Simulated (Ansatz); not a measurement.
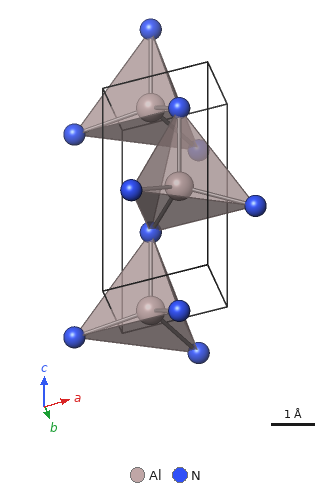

Figure 1. The input geometry (polyhedral view of the cell of the calculation, seen at an oblique angle; polyhedra are completed across the faces of the cell). An atom can appear more than once, as a periodic image.

# AlN: geometry relaxation (part 1 of 2)

The run: geometry relaxation of AlN (P6₃mc, 4 atoms in the cell). Method and program: DFT PBEsol, scalar-relativistic, plane waves, PAW, no spin polarisation (Ansatz 0.2.0).

The structure derives from an entry of the Crystallography Open Database.

### The program's output
```
Engine: ansatz 0.2.0, aarch64-unknown-linux-gnu
Pseudopotentials: kind: paw
Pseudopotential: Al, paw, valence charge 3, recommended cutoff 420 eV (normal), Al.paw.azcp
Pseudopotential: N, paw, valence charge 5, recommended cutoff 420 eV (normal), N.paw.azcp
Functional definition: PBEsol
  exchange = pbesol_x
  correlation = pbesol_c
Crystal: 4 atoms, lattice volume = 42.951 Å³
Basis set: ecut = 420 eV, 833 PW (Γ), exchange–correlation on 48×48×72 points (8 copies of the dense FFT grid, shifted against one another)
Bands: 12, of which v1, the nominal top of the filled ones, is band 8 counted from 1 (7 counted from 0)
Symmetry: 12 space group operations
Space group: P63mc (ITA 186), of the structure as read, at distance tolerance 3.5e-5 Å
k-points: 95 of 1152 (time reversal used)
Non-local potential: Al, projectors of the file, l = 0: 2, l = 1: 2, l = 2: 1
Non-local potential: N, projectors of the file, l = 0: 2, l = 1: 2, l = 2: 1
PAW form: soft (Blöchl's): semilocal exchange-correlation on the pseudo side does not see the compensation charge
PAW frozen core: Al, regenerated for the run's functional, and the local potential with it (the file was generated under x = pbe(κ = 0.804, μ = 0.2195149727645171), c = pbe(β = 0.06672455060314922))
PAW frozen core: N, regenerated for the run's functional, and the local potential with it (the file was generated under x = pbe(κ = 0.804, μ = 0.2195149727645171), c = pbe(β = 0.06672455060314922))
PAW one-centre angular grid: Al, 110 points (default); XC on 64 Gauss nodes
PAW one-centre angular grid: N, 110 points (default); XC on 64 Gauss nodes
Initial density: superposition of atomic densities (neutral atoms: chi_scale 0, normalization atom), corrected by the library's trained network
Initial wavefunctions: pseudopotential atomic-orbital guess
Functional: x = pbesol(κ = 0.804, μ = 0.12345679012345678), c = pbesol(β = 0.046)
SCF iter   1: F=—  HF=-1811.910248 eV  |F-HF|=—  |Δ(HF+E_count)|=         —  Δρ=1.03e-2  dr2=4.86e-2  ethr=1.77e-3  ⟨swp⟩=5.5  Hψ=7405  notcnv=0
preconditioner: auto → none  [insulator: Δε(μ)=3.744 eV  Ē_g=12.745 eV  σ=0.050 eV  W_gap=1.00  n_scr=8 (ndim 8)  ℏωp=22.7 eV  f_vac=0.000  D(μ)=0.00/eV (n_scr^D=0)  ε∞_Penn≈4.2]
SCF iter   2: F=—  HF=-1811.896599 eV  |F-HF|=—  |Δ(HF+E_count)|=   1.36e-2  Δρ=1.27e-3  dr2=7.49e-4  ethr=3.04e-4  ⟨swp⟩=2.9  Hψ=2812  notcnv=0
SCF iter   3: F=—  HF=-1811.896453 eV  |F-HF|=—  |Δ(HF+E_count)|=   1.46e-4  Δρ=4.69e-4  dr2=5.31e-5  ethr=4.68e-6  ⟨swp⟩=2.1  Hψ=1795  notcnv=0
SCF iter   4: F=—  HF=-1811.896305 eV  |F-HF|=—  |Δ(HF+E_count)|=   1.48e-4  Δρ=2.13e-5  dr2=8.04e-8  ethr=6.25e-10  ⟨swp⟩=4.6  Hψ=6496  notcnv=0
iter 5 did not close the SCF: its close was put off for the readings that it lacked (scf_convergence_deferred on its scf_iter line)
SCF iter   5: F=-1811.896305 eV  HF=-1811.896305 eV  |F-HF|=8.37e-11  |Δ(HF+E_count)|=   3.22e-8  Δρ=1.70e-6  dr2=5.56e-10  ethr=5.02e-10  ⟨swp⟩=2.5  Hψ=1950  notcnv=0
SCF iter   6: F=-1811.896305 eV  HF=-1811.896305 eV  |F-HF|=1.96e-11  |Δ(HF+E_count)|=  2.04e-10  Δρ=3.64e-7  dr2=3.91e-11  ethr=3.47e-12  ⟨swp⟩=1.0  Hψ=3338  notcnv=0
SCF 1 converged in 6 iterations: F = -1811.896305 eV  dr2 = 3.91e-11
  greatest PAW one-centre occupation: 0.784 electrons in one spin orbital (limit 2), on the N atom at site 3 (counted from 0), in its partial waves of l = 0
relax step   1: F+E_penalty+E_count = -1811.89630496 eV  Δ(F+E_penalty+E_count) = +0.000e0 eV  max|allowed force component| = 1.749e-1 eV/Å  Δτ_max = 0.0000 Å  P = -5.008 GPa  Ω = 42.951 Å³  (6 SCF iters, dr2 threshold 1.00e-7 eV, accepted)
Crystal: 4 atoms, lattice volume = 42.380 Å³
Initial density: handed on by an earlier stage of this run
Initial wavefunctions: those handed on with the density
iter 1 solved again at ethr=2.68e-5 eV; its pass at ethr=3.10e-3 eV (dr2=4.29e-3 eV) is discarded
SCF iter   1: F=—  HF=-1811.914243 eV  |F-HF|=—  |Δ(HF+E_count)|=         —  Δρ=3.00e-3  dr2=4.42e-3  ethr=2.68e-5  ⟨swp⟩=1.0  Hψ=7203  notcnv=0
preconditioner: auto → none  [insulator: Δε(μ)=3.977 eV  Ē_g=12.938 eV  σ=0.050 eV  W_gap=1.00  n_scr=2 (ndim 8)  ℏωp=22.8 eV  f_vac=0.000  D(μ)=0.00/eV (n_scr^D=0)  ε∞_Penn≈4.1]
SCF iter   2: F=—  HF=-1811.912940 eV  |F-HF|=—  |Δ(HF+E_count)|=   1.30e-3  Δρ=5.09e-4  dr2=1.22e-4  ethr=2.68e-5  ⟨swp⟩=2.3  Hψ=1699  notcnv=0
SCF iter   3: F=—  HF=-1811.912762 eV  |F-HF|=—  |Δ(HF+E_count)|=   1.78e-4  Δρ=1.85e-4  dr2=1.02e-5  ethr=7.61e-7  ⟨swp⟩=2.0  Hψ=1785  notcnv=0
iter 4 did not close the SCF: its close was put off for the readings that it lacked (scf_convergence_deferred on its scf_iter line)
SCF iter   4: F=-1811.912759 eV  HF=-1811.912759 eV  |F-HF|=2.02e-9  |Δ(HF+E_count)|=   3.02e-6  Δρ=1.05e-5  dr2=2.28e-8  ethr=6.36e-8  ⟨swp⟩=2.0  Hψ=1753  notcnv=0
iter 5 did not close the SCF: its close was put off for the readings that it lacked (scf_convergence_deferred on its scf_iter line)
SCF iter   5: F=-1811.912759 eV  HF=-1811.912759 eV  |F-HF|=5.50e-10  |Δ(HF+E_count)|=   6.34e-9  Δρ=2.37e-6  dr2=1.01e-9  ethr=1.42e-10  ⟨swp⟩=2.8  Hψ=1917  notcnv=0
SCF iter   6: F=-1811.912759 eV  HF=-1811.912759 eV  |F-HF|=6.82e-13  |Δ(HF+E_count)|=  6.74e-10  Δρ=1.70e-7  dr2=9.64e-12  ethr=6.32e-12  ⟨swp⟩=1.0  Hψ=3362  notcnv=0
SCF 2 converged in 6 iterations: F = -1811.912759 eV  dr2 = 9.64e-12
  greatest PAW one-centre occupation: 0.785 electrons in one spin orbital (limit 2), on the N atom at site 3 (counted from 0), in its partial waves of l = 0
relax step   2: F+E_penalty+E_count = -1811.91275912 eV  Δ(F+E_penalty+E_count) = -1.645e-2 eV  max|allowed force component| = 1.295e-1 eV/Å  Δτ_max = 0.0022 Å  P = -2.432 GPa  Ω = 42.380 Å³  energy of the carried Pulay correction = +1.830e-3 eV  (6 SCF iters, dr2 threshold 4.00e-7 eV, accepted)
Crystal: 4 atoms, lattice volume = 41.899 Å³
iter 1 solved again at ethr=2.44e-5 eV; its pass at ethr=3.10e-3 eV (dr2=3.91e-3 eV) is discarded
SCF iter   1: F=—  HF=-1811.920884 eV  |F-HF|=—  |Δ(HF+E_count)|=         —  Δρ=2.93e-3  dr2=4.06e-3  ethr=2.44e-5  ⟨swp⟩=1.0  Hψ=7251  notcnv=0
preconditioner: auto → none  [insulator: Δε(μ)=4.124 eV  Ē_g=13.021 eV  σ=0.050 eV  W_gap=1.00  n_scr=2 (ndim 8)  ℏωp=22.9 eV  f_vac=0.000  D(μ)=0.00/eV (n_scr^D=0)  ε∞_Penn≈4.1]
SCF iter   2: F=—  HF=-1811.919618 eV  |F-HF|=—  |Δ(HF+E_count)|=   1.27e-3  Δρ=6.20e-4  dr2=1.54e-4  ethr=2.44e-5  ⟨swp⟩=2.4  Hψ=1720  notcnv=0
SCF iter   3: F=—  HF=-1811.919442 eV  |F-HF|=—  |Δ(HF+E_count)|=   1.77e-4  Δρ=1.98e-4  dr2=9.92e-6  ethr=9.62e-7  ⟨swp⟩=2.0  Hψ=1802  notcnv=0
iter 4 did not close the SCF: its close was put off for the readings that it lacked (scf_convergence_deferred on its scf_iter line)
SCF iter   4: F=-1811.919440 eV  HF=-1811.919440 eV  |F-HF|=1.25e-8  |Δ(HF+E_count)|=   1.73e-6  Δρ=1.94e-5  dr2=8.23e-8  ethr=6.20e-8  ⟨swp⟩=1.9  Hψ=1665  notcnv=0
iter 5 did not close the SCF: its close was put off for the readings that it lacked (scf_convergence_deferred on its scf_iter line)
SCF iter   5: F=-1811.919440 eV  HF=-1811.919440 eV  |F-HF|=1.01e-9  |Δ(HF+E_count)|=   4.10e-9  Δρ=3.62e-6  dr2=1.99e-9  ethr=5.14e-10  ⟨swp⟩=2.8  Hψ=1894  notcnv=0
SCF iter   6: F=-1811.919440 eV  HF=-1811.919440 eV  |F-HF|=3.18e-12  |Δ(HF+E_count)|=   1.14e-9  Δρ=1.89e-7  dr2=9.94e-12  ethr=1.24e-11  ⟨swp⟩=1.0  Hψ=3264  notcnv=0
SCF 3 converged in 6 iterations: F = -1811.919440 eV  dr2 = 9.94e-12
relax step   3: F+E_penalty+E_count = -1811.91943989 eV  Δ(F+E_penalty+E_count) = -6.681e-3 eV  max|allowed force component| = 4.343e-2 eV/Å  Δτ_max = 0.0075 Å  P = -0.104 GPa  Ω = 41.899 Å³  energy of the carried Pulay correction = +3.386e-3 eV  (6 SCF iters, dr2 threshold 4.00e-7 eV, accepted)
Crystal: 4 atoms, lattice volume = 41.872 Å³
Basis set: ecut = 420 eV, 809 PW (Γ), exchange–correlation on 48×48×72 points (8 copies of the dense FFT grid, shifted against one another)
iter 1 solved again at ethr=3.89e-7 eV; its pass at ethr=3.10e-3 eV (dr2=6.23e-5 eV) is discarded
SCF iter   1: F=—  HF=-1811.919856 eV  |F-HF|=—  |Δ(HF+E_count)|=         —  Δρ=3.75e-4  dr2=6.48e-5  ethr=3.89e-7  ⟨swp⟩=2.7  Hψ=7492  notcnv=0
preconditioner: auto → none  [insulator: Δε(μ)=4.089 eV  Ē_g=13.009 eV  σ=0.050 eV  W_gap=1.00  n_scr=2 (ndim 8)  ℏωp=23.0 eV  f_vac=0.000  D(μ)=0.00/eV (n_scr^D=0)  ε∞_Penn≈4.1]
SCF iter   2: F=—  HF=-1811.919703 eV  |F-HF|=—  |Δ(HF+E_count)|=   1.54e-4  Δρ=1.27e-4  dr2=5.65e-6  ethr=3.89e-7  ⟨swp⟩=2.7  Hψ=1865  notcnv=0
SCF iter   3: F=—  HF=-1811.919702 eV  |F-HF|=—  |Δ(HF+E_count)|=   9.26e-7  Δρ=3.17e-5  dr2=2.03e-7  ethr=3.53e-8  ⟨swp⟩=2.0  Hψ=1823  notcnv=0
iter 4 did not close the SCF: its close was put off for the readings that it lacked (scf_convergence_deferred on its scf_iter line)
SCF iter   4: F=-1811.919702 eV  HF=-1811.919702 eV  |F-HF|=2.99e-9  |Δ(HF+E_count)|=   2.76e-8  Δρ=4.48e-6  dr2=5.42e-9  ethr=1.27e-9  ⟨swp⟩=1.9  Hψ=1805  notcnv=0
iter 5 did not close the SCF: its close was put off for the readings that it lacked (scf_convergence_deferred on its scf_iter line)
SCF iter   5: F=-1811.919702 eV  HF=-1811.919702 eV  |F-HF|=4.02e-11  |Δ(HF+E_count)|=  8.13e-10  Δρ=8.62e-7  dr2=7.92e-11  ethr=3.38e-11  ⟨swp⟩=2.1  Hψ=1704  notcnv=0
SCF iter   6: F=-1811.919702 eV  HF=-1811.919702 eV  |F-HF|=2.27e-13  |Δ(HF+E_count)|=  4.39e-11  Δρ=3.96e-8  dr2=1.82e-13  ethr=1.00e-12  ⟨swp⟩=1.0  Hψ=2704  notcnv=0
SCF 4 converged in 6 iterations: F = -1811.919702 eV  dr2 = 1.82e-13
relax step   4: F+E_penalty+E_count = -1811.91970175 eV  Δ(F+E_penalty+E_count) = -2.619e-4 eV  max|allowed force component| = 8.350e-5 eV/Å  Δτ_max = 0.0024 Å  P = +0.004 GPa  Ω = 41.872 Å³  energy of the carried Pulay correction = +3.476e-3 eV  (6 SCF iters, dr2 threshold 1.18e-7 eV, accepted)
Crystal: 4 atoms, lattice volume = 41.874 Å³
iter 1 solved again at ethr=2.34e-9 eV; its pass at ethr=3.10e-3 eV (dr2=3.74e-7 eV) is discarded
SCF iter   1: F=—  HF=-1811.919831 eV  |F-HF|=—  |Δ(HF+E_count)|=         —  Δρ=4.06e-5  dr2=5.47e-7  ethr=2.34e-9  ⟨swp⟩=2.2  Hψ=7724  notcnv=0
preconditioner: auto → none  [insulator: Δε(μ)=4.089 eV  Ē_g=13.008 eV  σ=0.050 eV  W_gap=1.00  n_scr=2 (ndim 8)  ℏωp=23.0 eV  f_vac=0.000  D(μ)=0.00/eV (n_scr^D=0)  ε∞_Penn≈4.1]
SCF iter   2: F=—  HF=-1811.919698 eV  |F-HF|=—  |Δ(HF+E_count)|=   1.32e-4  Δρ=1.73e-5  dr2=9.03e-8  ethr=2.34e-9  ⟨swp⟩=2.0  Hψ=1865  notcnv=0
iter 3 did not close the SCF: its close was put off for the readings that it lacked (scf_convergence_deferred on its scf_iter line)
SCF iter   3: F=-1811.919698 eV  HF=-1811.919698 eV  |F-HF|=3.94e-10  |Δ(HF+E_count)|=   2.21e-8  Δρ=2.18e-6  dr2=1.21e-9  ethr=5.64e-10  ⟨swp⟩=2.2  Hψ=1900  notcnv=0
iter 4 did not close the SCF: its close was put off for the readings that it lacked (scf_convergence_deferred on its scf_iter line)
SCF iter   4: F=-1811.919698 eV  HF=-1811.919698 eV  |F-HF|=2.52e-11  |Δ(HF+E_count)|=  7.05e-11  Δρ=6.97e-7  dr2=7.52e-11  ethr=7.54e-12  ⟨swp⟩=2.2  Hψ=1702  notcnv=0
iter 5 did not close the SCF: its close was put off for the readings that it lacked (scf_convergence_deferred on its scf_iter line)
SCF iter   5: F=-1811.919698 eV  HF=-1811.919698 eV  |F-HF|=1.36e-12  |Δ(HF+E_count)|=  3.07e-11  Δρ=1.13e-7  dr2=3.48e-12  ethr=1.00e-12  ⟨swp⟩=1.1  Hψ=1210  notcnv=0
SCF iter   6: F=-1811.919698 eV  HF=-1811.919698 eV  |F-HF|=0.00e0  |Δ(HF+E_count)|=  4.55e-13  Δρ=2.60e-8  dr2=8.28e-14  ethr=1.00e-12  ⟨swp⟩=1.0  Hψ=2660  notcnv=0
SCF 5 converged in 6 iterations: F = -1811.919698 eV  dr2 = 8.28e-14
  greatest PAW one-centre occupation: 0.785 electrons in one spin orbital (limit 2), on the N atom at site 2 (counted from 0), in its partial waves of l = 0
relax step   5: F+E_penalty+E_count = -1811.91969842 eV  Δ(F+E_penalty+E_count) = +3.326e-6 eV  max|allowed force component| = 1.980e-4 eV/Å  Δτ_max = 0.0002 Å  P = -0.002 GPa  Ω = 41.874 Å³  energy of the carried Pulay correction = +3.469e-3 eV  (6 SCF iters, dr2 threshold 1.53e-8 eV, accepted)
Initial wavefunctions: pseudopotential atomic-orbital guess (no wavefunctions were taken with the density)
iter 1 solved again at ethr=7.89e-9 eV; its pass at ethr=3.10e-3 eV (dr2=1.26e-6 eV) is discarded
SCF iter   1: F=—  HF=-1811.916795 eV  |F-HF|=—  |Δ(HF+E_count)|=         —  Δρ=1.39e-4  dr2=1.15e-6  ethr=7.89e-9  ⟨swp⟩=3.1  Hψ=10805  notcnv=0
SCF iter   2: F=—  HF=-1811.916664 eV  |F-HF|=—  |Δ(HF+E_count)|=   1.31e-4  Δρ=6.57e-5  dr2=2.08e-7  ethr=7.17e-9  ⟨swp⟩=2.1  Hψ=1856  notcnv=0
SCF iter   3: F=—  HF=-1811.916664 eV  |F-HF|=—  |Δ(HF+E_count)|=   5.49e-7  Δρ=1.05e-5  dr2=7.93e-9  ethr=1.30e-9  ⟨swp⟩=2.0  Hψ=1900  notcnv=0
SCF iter   4: F=—  HF=-1811.916664 eV  |F-HF|=—  |Δ(HF+E_count)|=   1.40e-8  Δρ=9.04e-7  dr2=9.27e-11  ethr=4.96e-11  ⟨swp⟩=2.0  Hψ=1870  notcnv=0
iter 5 did not close the SCF: its close was put off for the readings that it lacked (scf_convergence_deferred on its scf_iter line)
SCF iter   5: F=-1811.916664 eV  HF=-1811.916664 eV  |F-HF|=6.82e-13  |Δ(HF+E_count)|=  9.89e-11  Δρ=6.72e-8  dr2=7.64e-13  ethr=1.00e-12  ⟨swp⟩=2.0  Hψ=1681  notcnv=0
SCF iter   6: F=-1811.916664 eV  HF=-1811.916664 eV  |F-HF|=4.55e-13  |Δ(HF+E_count)|=  6.82e-13  Δρ=1.60e-8  dr2=3.36e-14  ethr=1.00e-12  ⟨swp⟩=3.1  Hψ=4269  notcnv=0
SCF 6 converged in 6 iterations: F = -1811.916664 eV  dr2 = 3.36e-14
relax step   6: F+E_penalty+E_count = -1811.91666419 eV  Δ(F+E_penalty+E_count) = +3.034e-3 eV  max|allowed force component| = 2.135e-4 eV/Å  Δτ_max = 0.0000 Å  P = -0.135 GPa  Ω = 41.874 Å³  stress off target by 1.39e-1 GPa  SCF on the basis re-selected at this cell (its energy is not comparable with the rows above)  (6 SCF iters)
basis re-selected at this cell: Δ(F+E_penalty+E_count) = +3.034e-3 eV, ΔP = -0.133 GPa vs the last step (what re-selecting the basis moved, of the pressure what is left beyond the Pulay correction that the steps carried, after the strain that the cell walked since its last selection, with what the two solves' SCF thresholds leave and, on support functions, any second-order correction that the steps lacked; it is no measure of the basis error at this ecutwfc). This SCF's stress stands 1.39e-1 GPa from its target on what of the cell is left free (relax.cell.stress_tol is 4.00e-2 GPa) and its largest allowed force component is 2.14e-4 eV/Å (relax.f_tol is 1.00e-2 eV/Å): not within both, so this SCF does not close the relaxation
Crystal: 4 atoms, lattice volume = 41.847 Å³
iter 1 solved again at ethr=6.55e-8 eV; its pass at ethr=3.10e-3 eV (dr2=1.05e-5 eV) is discarded
```
